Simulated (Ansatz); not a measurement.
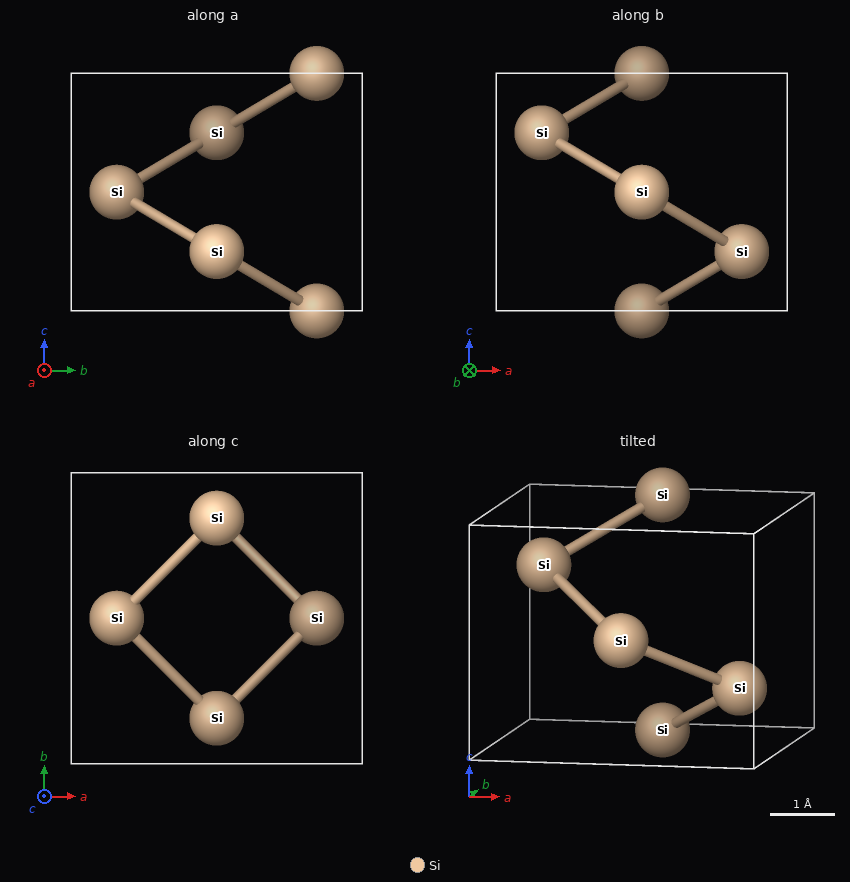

Shown here is a ball-and-stick view of the crystal, taken along the a axis, along the b axis, along the c axis and slightly off an axis. One conventional unit cell is framed, with atoms on its boundary repeated.

Lattice parameters: a = 4.586 Å, b = 4.586 Å, c = 3.742 Å, α = 90.00°, β = 90.00°, γ = 90.00°. Put a along x and b in the xy plane.

Question: Record the structure as a POSCAR file, with free fractional coordinates to two decimals.

Answer:
```
Si
1.0
     4.586    0.000    0.000
     0.000    4.586    0.000
     0.000    0.000    3.742
Si
4
Direct
  0.50 0.16 0.50
  0.50 0.84 0.00
  0.84 0.50 0.25
  0.16 0.50 0.75
```

The initial geometry was a structure type filled with this element by a generator (whether the element takes this form wasn't checked). It is drawn as it came out of a relaxation with DFT PBE, scalar-relativistic, plane waves, PAW (Ansatz).
